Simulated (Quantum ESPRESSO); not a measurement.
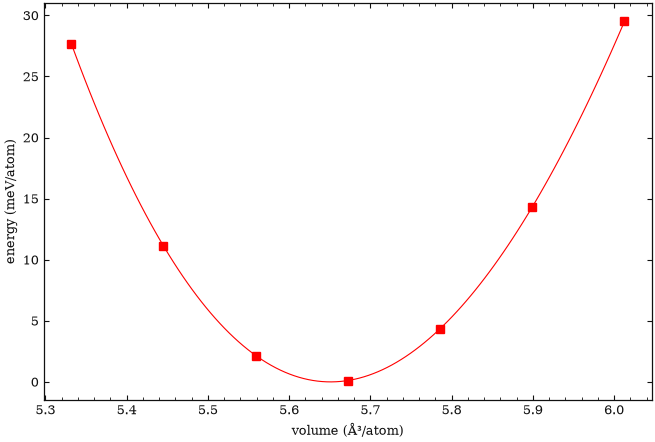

The figure shows the energy against volume.

Method: plane-wave DFT, no spin polarisation; energies at scaled volumes of the given cell, shape and fractions fixed, counted from the fit's minimum, third-order Birch-Murnaghan fit (Quantum ESPRESSO 7.5). Level: PBEsol.

**For which of these solids was it computed?**
A. BaTiO₃, P4mm (No. 99)
B. C, P6_3/mmc (No. 194)
C. ZrSe₂, P-3m1 (No. 164)

B, C: energy from 0.11 meV/atom to 29.51 meV/atom, V0 5.651 Å³/atom, B0 450 GPa. The others give: BaTiO₃, energy from 0.14 meV/atom to 36.19 meV/atom, V0 12.66 Å³/atom, B0 178 GPa; ZrSe₂, energy from 0.18 meV/atom to 32.79 meV/atom, V0 25.4 Å³/atom, B0 81.4 GPa.

For BaTiO₃, limits of the calculation: shape and atomic fractions are frozen while scaling, which makes layered, chain and framework solids too stiff.

For C, limits of the calculation: shape and atomic fractions are frozen while scaling, which makes layered, chain and framework solids too stiff.

For ZrSe₂, limits of the calculation: shape and atomic fractions are frozen while scaling, which makes layered, chain and framework solids too stiff.
